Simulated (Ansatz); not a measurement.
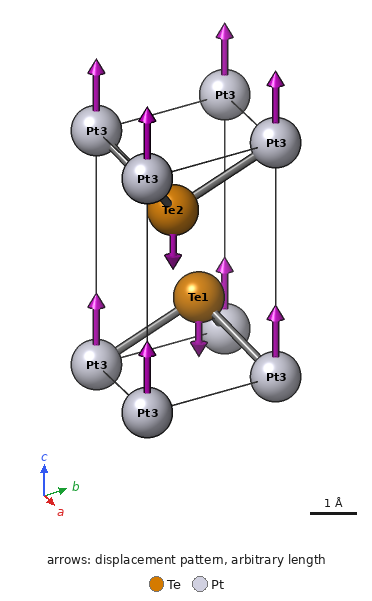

Phonons of a crystal of Te$_{2}$Pt, space group P-3m1 (No. 164), at the zone centre. The optical levels lie at 101 (×2), 142, 155, 161 (×2) cm⁻¹. One mode is drawn. Displacements are drawn as purple arrows; their common scale and sign are arbitrary. Style: ball-and-stick. Shown: the cell of the calculation, slightly off an axis.

Method: Ansatz 0.2.0, DFT PBE, scalar-relativistic, plane waves, PAW. Settings: plane-wave cutoff 420 eV; k-point mesh 12 × 12 × 10; occupations fermi dirac; smearing width 0.15 eV; no spin polarisation.

The frequencies depend somewhat on the k-mesh and the smearing.

To which level does it belong?

The level at 155 cm⁻¹. This is the A₂u mode, optical level 3 of 4, counted from below, infrared-active by symmetry. The Pt sublattice moves against the Te sublattice, along c; the kinetic energy is shared as Pt 57 %, Te 43 %. The crystal is a metal, so free carriers screen the infrared response.

Limits of the set-up: layers or molecules are held without a dispersion correction, so their spacing is unreliable.
